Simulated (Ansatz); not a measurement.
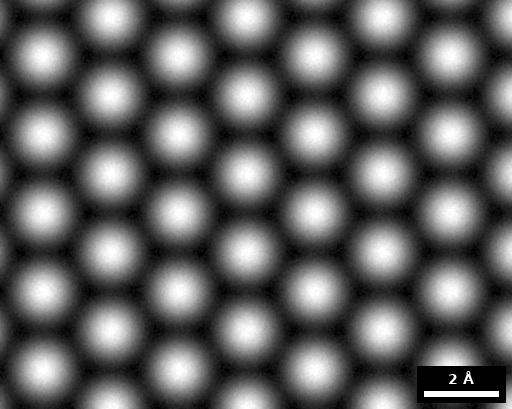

HAADF-like image of Ti (Pm-3m, No. 221) along [111]. Simulated incoherent Z contrast: every atom adds Z^1.6 spread by a probe of 1.05 Å full width; channelling and multiple scattering are left out. The display is stretched by a gamma of 0.65; percentages refer to the linear signal. Shot noise was added. Structure used: the geometry relaxed with DFT r2SCAN, scalar-relativistic, plane waves, PAW (Ansatz); the starting structure was generated, so it need not be a known form of this composition.

What can be read from this image?

Answer. The columns repeat on a hexagonal net with a repeat of 2.14 Å (plane group p6mm). All columns are alike (Ti). The shortest distance between visible columns is 2.14 Å in projection. Along the beam the structure repeats every 4.55 Å.
